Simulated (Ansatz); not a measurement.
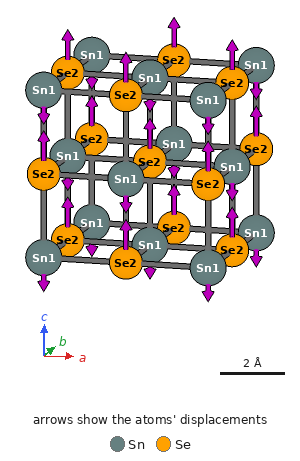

One vibrational mode of crystalline SnSe relaxed at 30 GPa at the zone centre. The purple arrows give the relative displacements of the atoms. A ball-and-stick model of the conventional cell (4 times the calculation's cell), seen slightly off an axis. Lengths and directions refer to the drawn axes.

Level of theory: DFT LDA, scalar-relativistic, plane waves, PAW in Ansatz.

Input
```yaml
crystal:
  lattice:
    - [0.0, 2.686695206, 2.686695206]
    - [2.686695206, 0.0, 2.686695206]
    - [2.686695206, 2.686695206, 0.0]
  atoms:
    - { symbol: Sn, position: [0.0, 0.0, 0.0] }
    - { symbol: Se, position: [0.5, 0.5, 0.5] }
basis:
  ecutwfc: 420
kpoints:
  mp_grid: { grid: [12, 12, 12] }
hamiltonian:
  xc: lda
scf:
  occupations: { method: gaussian, width: 0.01 }
output:
  eigenvalues: true
phonons:
  method: dfpt
  eigenvectors: true
```

Command:
```bash
ansatz run input.yaml --threads 1 --pin off --max-ram 3072MiB --backend cpu --events-out ev --progress --plain --runs-dir out
```

> What mode is this, and where does it lie in the spectrum?

This is the T₁u mode (triply degenerate; one member of the set is drawn) at 170 cm⁻¹, the only optical level, infrared-active by symmetry. The Se sublattice moves against the Sn sublattice, along c; it stretches the shortest Se–Sn bonds (2.69 Å); the kinetic energy is shared as Se 60 %, Sn 40 %. The crystal is a metal, so free carriers screen the infrared response.
